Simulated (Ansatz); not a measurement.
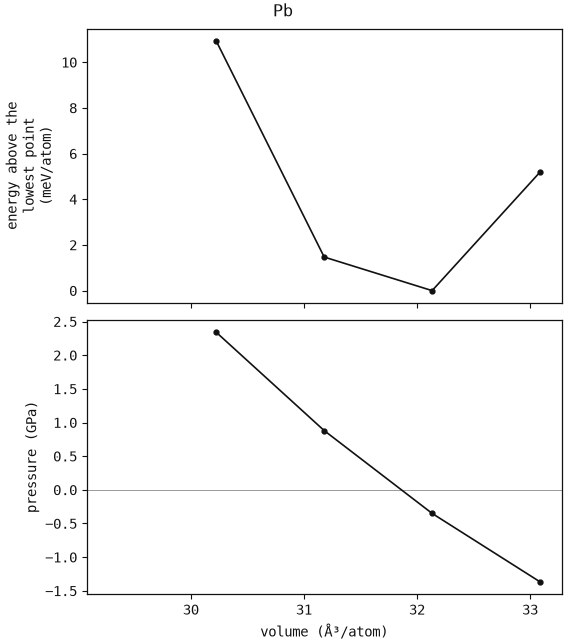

The figure shows the energy above the lowest point and pressure against volume for Pb, space group Fm-3m (No. 225) (one of a set of cubic test structures, which need not be the stable phase).

How it was computed, with Ansatz 0.2.0 development build: equation of state of a cubic crystal from periodic Kohn-Sham density functional theory without spin, third-order Birch-Murnaghan fit to the free energies; pressure corrected for the finite basis. Level: HSE06, no spin-orbit coupling.

- structure type: fcc
- atoms in cell: 1
- space group number: 225
- lattice centring: face-centred primitive
- k mesh: 6×6×6
- occupation method: Fermi–Dirac
- occupation width: 0.1 eV
- wave cutoff: 700 eV
- datasets: hard PAW
- density tolerance: 0 eV
- bands: 15
- density cutoff ratio: 4
- search for lower states: default
- exchange singularity: regularized

The point at volume 29.27 Å³/atom is left out of the plot. What does the calculation give there?

```json
{"volume (Å³/atom)": "29.27", "energy above the lowest point (meV/atom)": "29.9", "pressure (GPa)": "4.075"}
```

Caveats: modest k-mesh, values are not fully converged in k; no spin-orbit coupling with 6p elements; pseudopotentials made with PBE, not this functional.
